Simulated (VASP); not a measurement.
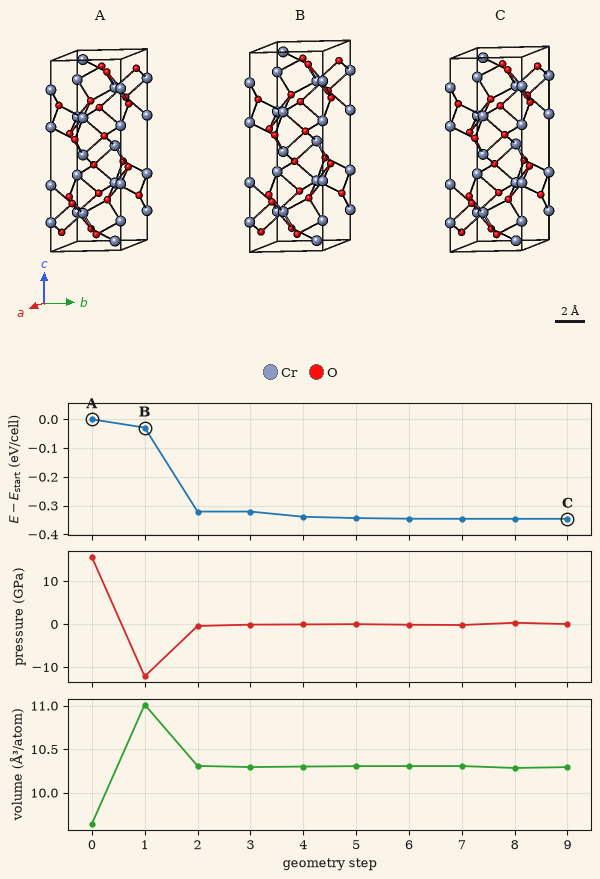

Frames of a relaxation of solid Cr2O3 (set up in R-3c), marked on the history of the run. A ball-and-stick model of the conventional cell (3 times the calculation's cell), seen slightly off an axis. Lengths and directions refer to the drawn axes.

The run lets cell and atoms move.

Theory: Kohn-Sham DFT of a periodic cell, PBE, DFT+U, VASP PAW PBE potentials, recommended (VASP 6.6.1).

Input
```
  PREC = Accurate
  ENCUT = 600
  EDIFF = 1E-6
  ISMEAR = 1
  SIGMA = 0.1
  LREAL = F
  LASPH = T
  NELM = 150
  ALGO = Normal
  ISIF = 3
  LWAVE = F
  LCHARG = F
  ISPIN = 2
  MAGMOM = 3 3 3 3 0 0 0 0 0 0
  LORBIT = 11
  LMAXMIX = 4
  LDAU = T
  LDAUTYPE = 2
  LDAUL = 2 -1
  LDAUU = 3.7 0
  LDAUJ = 0 0
  LDAUPRINT = 1
  GGA = PE
  IBRION = 2
  NSW = 90
  EDIFFG = -0.01
  AMIX = 0.2
  BMIX = 1E-4
  AMIX_MAG = 0.8
  BMIX_MAG = 1E-4
  KPAR = 4
```

Run as
```bash
cat potpaw_PBE.64/Cr_pv/POTCAR potpaw_PBE.64/O/POTCAR > POTCAR
mpirun -np 4 vasp_std > vasp.out
```

What happens along the run?

The largest moves relative to the cell, 0.030 Å, are those of Cr atoms. Largest moves by element: Cr 0.030 Å, O 0.025 Å. Cell: a = b 4.957 → 5.089 Å (+2.7 %), c 13.592 → 13.770 Å (+1.3 %). Volume +6.8 %. Near-neighbour distances that change, for instance: Cr–Cr 2.650 → 2.745 Å, Cr–O 1.964 → 2.009 Å, Cr–O 2.013 → 2.056 Å. Bond angles that change, for instance: O–Cr–O 167.0° → 165.0°. The space group stays R-3c (No. 167). The energy falls by 0.346 eV per cell of the calculation in 9 geometry steps. The largest force component goes from 0.58 to 0.0085 eV/Å. Pressure: 15.63 GPa at the start and 0.02 GPa at the end. From step 0 to 1: Cr atoms move most (0.03 Å), volume +14.2 %, energy −28.7 meV per cell of the calculation. From step 1 to 9: O atoms move most (0.02 Å), volume −6.5 %, energy −0.317 eV per cell of the calculation.

```json
{"step": "0", "E − E(0), meV/atom": "0.00", "largest force component, eV/Å": "0.5790", "pressure, GPa": "15.63", "volume, Å³/atom": "9.641"}
{"step": "1", "E − E(0), meV/atom": "-2.87", "largest force component, eV/Å": "0.3814", "pressure, GPa": "-12.15", "volume, Å³/atom": "11.014"}
{"step": "2", "E − E(0), meV/atom": "-32.03", "largest force component, eV/Å": "0.2883", "pressure, GPa": "-0.43", "volume, Å³/atom": "10.309"}
{"step": "3", "E − E(0), meV/atom": "-32.03", "largest force component, eV/Å": "0.2856", "pressure, GPa": "-0.11", "volume, Å³/atom": "10.296"}
{"step": "4", "E − E(0), meV/atom": "-33.84", "largest force component, eV/Å": "0.1078", "pressure, GPa": "-0.07", "volume, Å³/atom": "10.301"}
{"step": "5", "E − E(0), meV/atom": "-34.30", "largest force component, eV/Å": "0.0859", "pressure, GPa": "0.00", "volume, Å³/atom": "10.306"}
{"step": "6", "E − E(0), meV/atom": "-34.52", "largest force component, eV/Å": "0.0146", "pressure, GPa": "-0.13", "volume, Å³/atom": "10.307"}
{"step": "7", "E − E(0), meV/atom": "-34.55", "largest force component, eV/Å": "0.0268", "pressure, GPa": "-0.20", "volume, Å³/atom": "10.307"}
{"step": "8", "E − E(0), meV/atom": "-34.55", "largest force component, eV/Å": "0.0084", "pressure, GPa": "0.32", "volume, Å³/atom": "10.285"}
{"step": "9", "E − E(0), meV/atom": "-34.57", "largest force component, eV/Å": "0.0085", "pressure, GPa": "0.02", "volume, Å³/atom": "10.295"}
```
